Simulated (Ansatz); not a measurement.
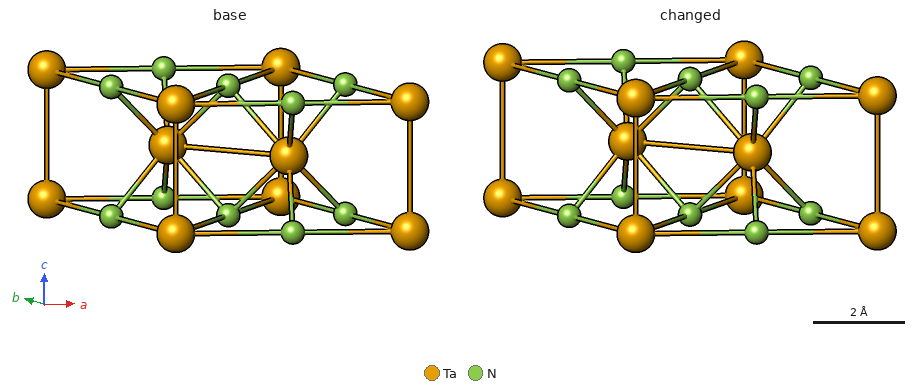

Left: a crystal of TaN (set up in P6/mmm) in its unrelaxed database cell. Right: the same structure after one change, at the same scale. Style: ball-and-stick. Shown: the cell of the calculation, from a free direction.

Method: Ansatz, DFT PBEsol, scalar-relativistic, plane waves, PAW. (plane-wave cutoff 420 eV; k-point mesh 9 × 9 × 12; occupations gaussian; smearing width 0.1 eV; no spin polarisation)

**What was changed?**

The cell is strained by +4.7 % along c and +3.2 % across it (volume +11.5 %), the atoms keeping their fractional coordinates. No relaxation follows.

**How do the computed properties respond?**

Near-neighbour distances before and after: Ta–Ta 2.908 → 3.045 Å, Ta–Ta 2.994 → 3.089 Å, N–Ta 2.592 → 2.676 Å, N–Ta 2.087 → 2.169 Å. The space group stays P6/mmm (No. 191). It costs 125 meV per atom. Pressure: 1.6 GPa before, −27.6 GPa after. The principal stresses (compression positive) are −39.1 GPa along c and −21.9 GPa across it. All forces vanish by symmetry. Both are metals.
